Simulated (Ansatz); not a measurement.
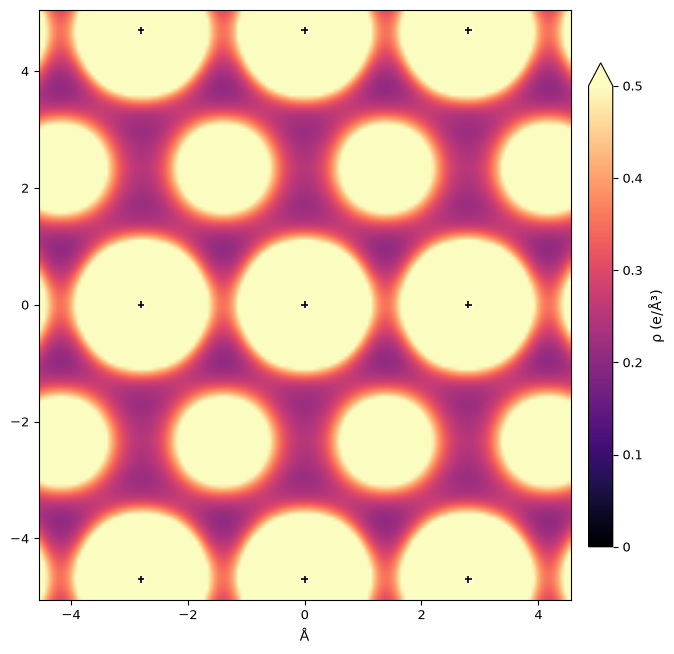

The valence pseudo-density on a plane through atoms (crosses mark nuclei in the plane).

The calculation used Ansatz, DFT, r2SCAN, plane waves (500 eV) with PAW, scalar-relativistic.

Candidates:
A. Pt, a = 2.80 Å, b = 2.80 Å, c = 9.40 Å, α = 90.00°, β = 90.00°, γ = 120.00°. Space group P6₃/mmc; set up as Pt, dhcp; a generated structure, not necessarily the stable one; changed on purpose from its base cell (volume × 1.04); computed pressure about −9 GPa in this cell.
B. As, a = 6.30 Å, b = 6.30 Å, c = 6.30 Å, α = 90.00°, β = 90.00°, γ = 90.00°. Space group Fd-3m; set up as As, diamond; a generated structure, not necessarily the stable one; changed on purpose from its base cell (volume × 1.12); computed pressure about −5 GPa in this cell.
C. Bi, a = 4.12 Å, b = 4.12 Å, c = 4.12 Å, α = 90.00°, β = 90.00°, γ = 90.00°. Space group Im-3m; set up as Bi, bcc; a generated structure, not necessarily the stable one; changed on purpose from its base cell (volume × 1.12); computed pressure about −5 GPa in this cell; computed without spin polarisation.

Which candidate gave the map?

Answer. Candidate A: Pt on the (100) plane of the conventional cell, which holds Pt. Pt–Pt (2.80 Å): ρ is about 0.35 e/Å³ halfway.
